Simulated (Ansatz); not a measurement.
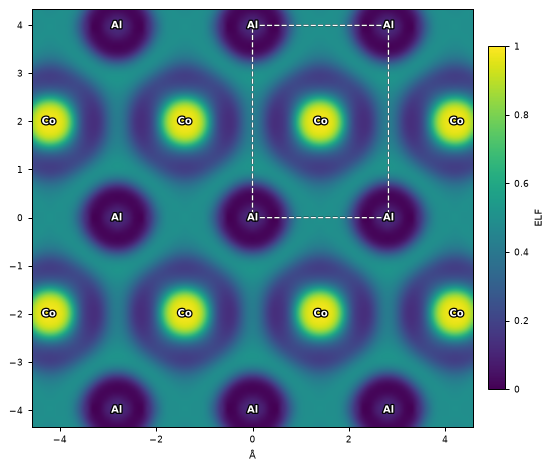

The picture shows: AlCo. Electron localisation function on the (011̄) plane of the conventional cell.

Space group Pm-3m; a structure from a database of computed crystals, not necessarily the ambient phase; computed without spin polarisation.

Method: DFT PBEsol, scalar-relativistic, plane waves, PAW in Ansatz.

Core electrons are frozen (PAW), and the valence fields are smoothed inside the atomic spheres.

```xyz
2
Lattice="2.8229 0.0000 0.0000 0.0000 2.8229 0.0000 0.0000 0.0000 2.8229" Properties=species:S:1:pos:R:3 pbc="T T T"
Al    1.4114    1.4114    1.4114
Co    0.0000    0.0000    0.0000
```

### Interpret the plot.

The section cuts through Al and Co sites.
Al–Co (2.44 Å): the ELF is about 0.40 at the midpoint.
The features right at Co lie inside the PAW spheres, where the map follows smoothed inner orbitals and isn't to be read closely.

### Does the calculation give a band gap?

It is gapless in this calculation (a metal or semimetal).
